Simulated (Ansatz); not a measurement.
Cell and atoms:

```yaml
crystal:
  lattice:
    - [3.45726, 0.00000, 0.00000]
    - [-1.72863, 2.99407, 0.00000]
    - [0.00000, 0.00000, 25.29886]
  atoms:
    - { symbol: Gd, position: [0.00000, 0.00000, 0.00000] }
    - { symbol: Gd, position: [0.33333, 0.66667, 0.88958] }
    - { symbol: Gd, position: [0.00000, 0.00000, 0.77709] }
    - { symbol: Gd, position: [0.66667, 0.33333, 0.33333] }
    - { symbol: Gd, position: [0.00000, 0.00000, 0.22291] }
    - { symbol: Gd, position: [0.66667, 0.33333, 0.11042] }
    - { symbol: Gd, position: [0.33333, 0.66667, 0.66667] }
    - { symbol: Gd, position: [0.66667, 0.33333, 0.55624] }
    - { symbol: Gd, position: [0.33333, 0.66667, 0.44376] }
```

> Give a crystallographic description of this input.

The element is gadolinium. Space group R-3m (No. 166), lattice rhombohedral (trigonal R). Among the common structure types it is α-samarium (9R) type. The cell holds nine atoms. Gd is linked to twelve Gd at 3.43 to 3.48 Å. The bonds build a three-dimensional framework.

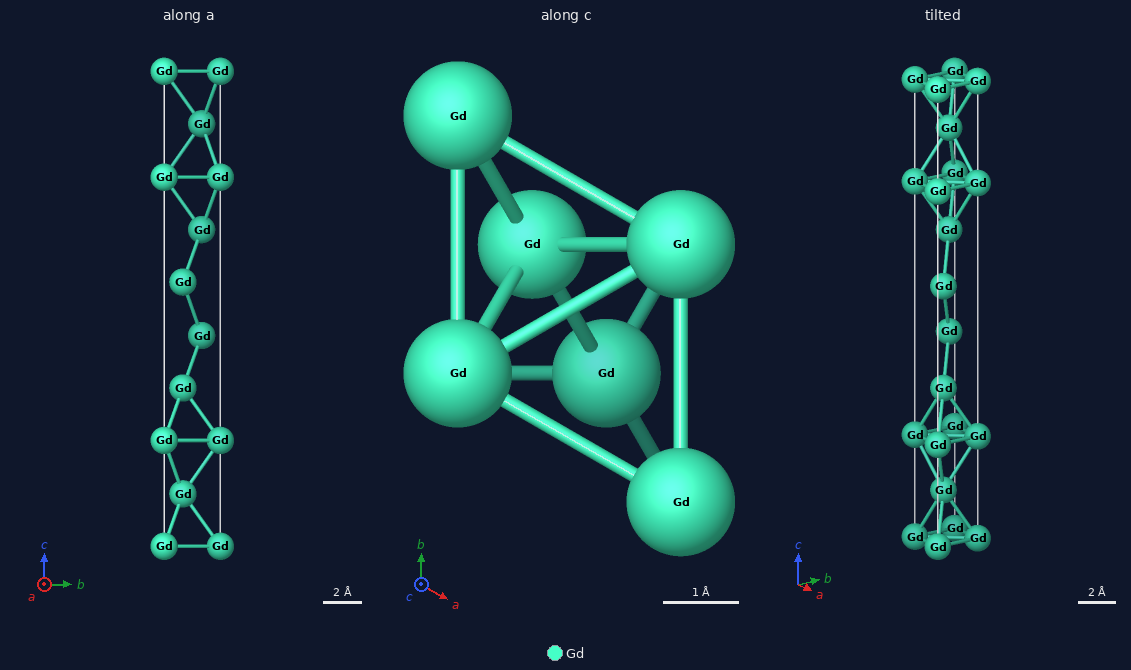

Crystal structure, ball-and-stick style, seen along the a axis, along the c axis and slightly off an axis. The edges of the conventional unit cell are marked. Colours: gadolinium teal.

Starting structure: a structure listed in the Materials Project. The cell was then strained or its atoms displaced on purpose. A calculation with Ansatz used it as input.
